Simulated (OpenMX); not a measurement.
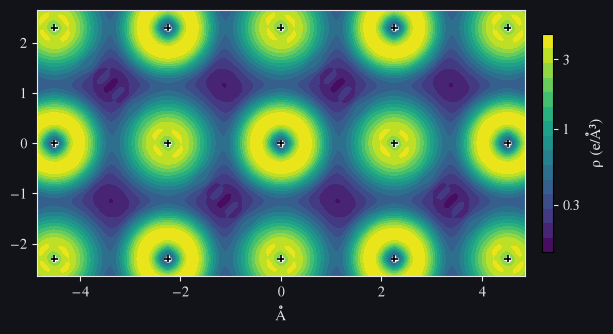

The valence pseudo-density on a plane through atoms (crosses mark nuclei in the plane).

These are results of Kohn-Sham DFT of a periodic cell, PBE, OpenMX 2013 PBE set in OpenMX 3.8.5, not measurements.

Candidates:
A. HfN, a = 3.25 Å, b = 3.25 Å, c = 4.51 Å, α = 90.00°, β = 90.00°, γ = 90.00°. Space group I4/mmm; computed pressure about −5 GPa in this cell.
B. MoS2, a = 3.17 Å, b = 3.17 Å, c = 12.32 Å, α = 90.00°, β = 90.00°, γ = 120.00°. Space group P6₃/mmc; not relaxed (largest force 0.4 eV/Å); computed pressure about 5 GPa in this cell.
C. HfO2, a = 4.89 Å, b = 5.08 Å, c = 5.16 Å, α = 90.00°, β = 90.00°, γ = 90.00°. Space group P1; a structure from a database of computed crystals, not necessarily the ambient phase; changed on purpose from its base cell (atoms moved at random by about 0.05 A); not relaxed (largest force 1.9 eV/Å); computed pressure about 5 GPa in this cell.

> Which candidate gave the map?

Candidate A: HfN on the (110) plane of the conventional cell, which holds Hf and N. Hf–N (2.26 Å): ρ at the midpoint is about 0.46 e/Å³. Hf–N (2.30 Å): ρ at the midpoint is about 0.42 e/Å³.
